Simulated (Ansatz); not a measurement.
**Energy of Ru along a shift of atoms along one path**

System: Ru (2 atoms in the cell).
Method: DFT PBEsol, scalar-relativistic, plane waves, PAW, PAW set soft_1, no spin polarisation (Ansatz 0.2.0).

The 6 runs differ only in the geometry, by a shift of atoms along one path in a fixed cell. The shift s is measured from run 4: Ru1 moves along the Cartesian direction (0.00, −1.00, 0.00), and Ru2 with it in fixed proportion. The structure derives from an entry of the Crystallography Open Database.

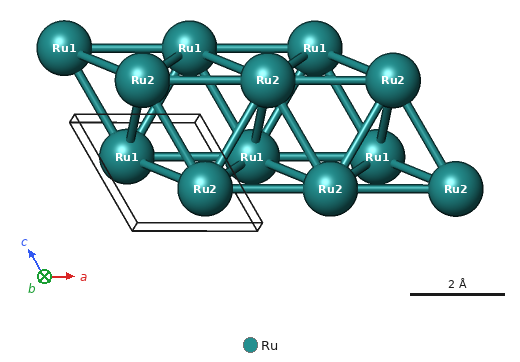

Figure 1. The structure of run 4 (ball-and-stick view of the cell of the calculation, set on other vectors, repeated 3 × 1 × 2, seen at an oblique angle; atoms are numbered from 1 in the order of the input).

## Input of run 4
```yaml
crystal:
  lattice:
    - [2.6896847532, 0.0, 0.0]
    - [-1.3448423766, 2.3293353245, 0.0]
    - [0.0, 0.0, 4.2523798378]
  atoms:
    - { symbol: Ru, position: [0.2812826237, 0.6666666667, 0.25] }
    - { symbol: Ru, position: [0.7187173763, 0.3333333333, 0.75] }
basis:
  ecutwfc: 420
kpoints:
  mp_grid: { grid: [18, 18, 10] }
hamiltonian:
  xc: pbesol
  pseudopotentials: { kind: paw, azcp: { folder: soft_1 } }
scf:
  occupations: { method: gaussian, width: 0.15 }
output:
  forces: true
  stress: true
  eigenvalues: true
```

Command:
```bash
ansatz run input.yaml --threads 1 --pin off --max-ram 2048MiB --backend cpu --events-out ev --progress --plain --runs-dir out
```

Run 3 differs from it as follows:
```diff
-    - { symbol: Ru, position: [0.2812826237, 0.6666666667, 0.25] }
-    - { symbol: Ru, position: [0.7187173763, 0.3333333333, 0.75] }
+    - { symbol: Ru, position: [0.2913069426, 0.6867153044, 0.25] }
+    - { symbol: Ru, position: [0.7086930574, 0.3132846956, 0.75] }
```

## Results, with one run withheld

| run | shift s of Ru1 (Å) | free energy per atom, from the lowest run given (meV) | pressure (GPa) | force along the path (eV/Å) |
| --- | --- | --- | --- | --- |
| 1 | −0.1400 | 146.28 | 7.05 | 3.467 |
| 2 | −0.0933 | 73.75 | 5.19 | 2.690 |
| 3 | −0.0467 | ? | ? | ? |
| 4 | 0.0000 | 0.00 | 3.99 | 0.345 |
| 5 | 0.0933 | 47.92 | 6.13 | −2.432 |
| 6 | 0.1400 | 119.99 | 8.19 | −3.690 |

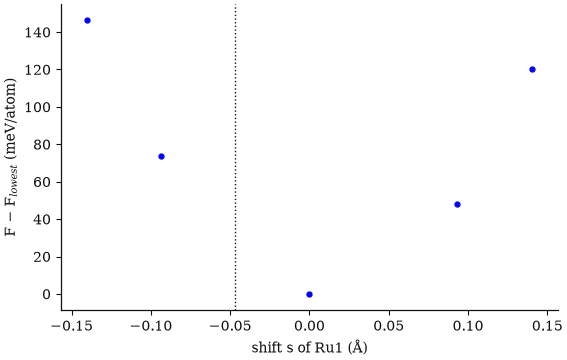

Figure 2. Free energy per atom of the runs given; the dotted line marks run 3.

What should run 3 give?

A cubic polynomial in the coordinate, fitted to the 5 runs given, misses them by at most 1.04 meV per atom. With x = s − 0.0000, it reads F = 1.0449 − 174 x + 6760.6 x² + 4087.3 x³ (meV per atom). At run 3 it gives 23.50 meV per atom, and the run itself gives 23.13. The slope of the fit gives a force −dF/ds of 1.557 eV/Å along the path (summed over the atoms that move), and the printed forces give 1.613 eV/Å. The fit has its minimum at s = 0.0127 Å.

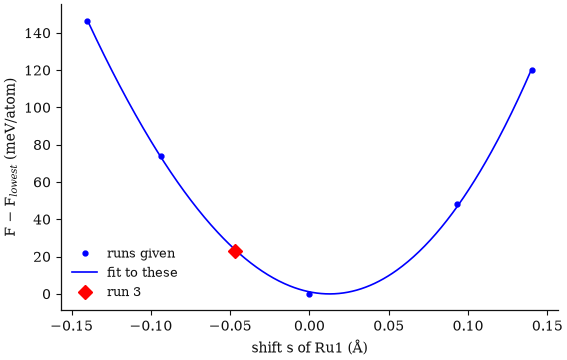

Figure 3. The fit and the withheld run.

## Output, shortened to warnings, some set-up lines, iterations and results (run 3)
```
Warning: [file] the record states the generating functional pbe (its physics header spells it `PBE`), which answers neither for hamiltonian.xc's functional nor for the pbesol family's — results may be inconsistent (PPs are generated against a specific XC)
Basis set: ecut = 420 eV, 537 PW (Γ), exchange–correlation on 36×36×60 points (8 copies of the dense FFT grid, shifted against one another)
Symmetry: 4 space group operations
k-points: 984 of 3240
Initial density: superposition of atomic densities (chi_scale 0.1, normalization cell)
[...]
SCF iter   1: F=—  HF=-11634.162218 eV  |F-HF|=—  |Δ(HF+E_count)|=         —  Δρ=1.28e-1  dr2=4.14e0  ethr=3.10e-3  ⟨swp⟩=4.9  Hψ=76034  notcnv=0
SCF iter   2: F=—  HF=-11633.159156 eV  |F-HF|=—  |Δ(HF+E_count)|=    1.00e0  Δρ=6.90e-2  dr2=1.19e0  ethr=3.10e-3  ⟨swp⟩=2.4  Hψ=40003  notcnv=0  defer=103
SCF iter   3: F=—  HF=-11632.767245 eV  |F-HF|=—  |Δ(HF+E_count)|=   3.92e-1  Δρ=3.87e-3  dr2=1.67e-3  ethr=3.10e-3  ⟨swp⟩=2.0  Hψ=31133  notcnv=0  defer=103
SCF iter   4: F=—  HF=-11632.769106 eV  |F-HF|=—  |Δ(HF+E_count)|=   1.86e-3  Δρ=5.10e-4  dr2=4.13e-5  ethr=5.22e-6  ⟨swp⟩=2.4  Hψ=42145  notcnv=0  defer=92
SCF iter   5: F=—  HF=-11632.769096 eV  |F-HF|=—  |Δ(HF+E_count)|=   1.05e-5  Δρ=1.82e-4  dr2=5.17e-6  ethr=1.29e-7  ⟨swp⟩=2.0  Hψ=32857  notcnv=0  defer=92
SCF iter   6: F=-11632.769094 eV  HF=-11632.769094 eV  |F-HF|=2.47e-8  |Δ(HF+E_count)|=   1.74e-6  Δρ=2.17e-5  dr2=4.38e-8  ethr=3.13e-10  ⟨swp⟩=4.0  Hψ=92477  notcnv=0
SCF 1 converged in 6 iterations: F = -11632.769094 eV  dr2 = 4.38e-8
SCF converged after 6 iterations
Free energy (F): -11632.769094 eV
Harris-Foulkes:  -11632.769094 eV  (|F-HF|=2.47e-8)
Internal energy: -11632.747166 eV  (E = F + TS)
E sigma→0 (E₀):  -11632.758130 eV
Entropy (-TS):   -0.021929 eV (-10.964 meV/atom)
Fermi energy:    23.810346 eV
--- Per-component energies (eV) ---
  E_band       = -99.958563
  E_kinetic    = 922.431058
  E_local      = -2508.596988  (includes V_loc(G=0)·N_el)
  E_nonlocal   = 829.343786
  E_hartree    = 830.372412
  E_xc         = -339.031550
  E_vxc        = -430.156534  (∫ρ·V_xc dr)
  E_paw        = -6880.325414  (= ΣΔE_a)
  E_vpaw       = -573.719952  (= ΣTr[D̂ρ^β])
  E_aug_tail   = 0.001230  (compensation charges beyond the density's cutoff)
  E_ewald      = -4487.448293
  E_core_change = 0.506593  (= ΣΔE_core)
  E_smearing   = -0.021929  (= −TS)
  E_closure    = 0.000000  (closes the sum)
  Σ components = -11632.769094   (vs F -11632.769094, Δ=0.00e0)
--- Forces (eV/Å), atoms counted from 1 ---
  atom   1  Ru     2.08674571    -0.80668152     0.00000000
  atom   2  Ru    -2.08674571     0.80668152     0.00000000
  max |Σ_I F_I| component: 4.44e-16 eV/Å
--- Stress (GPa, compression-positive) ---
       -0.980173       5.607613       0.000000
        5.607614       3.525320       0.000000
        0.000000       0.000000       9.921344
  P = ⅓ Tr σ = 4.1555 GPa (41.555 kbar)
```

Warnings of the run: the PAW datasets were made with another functional.
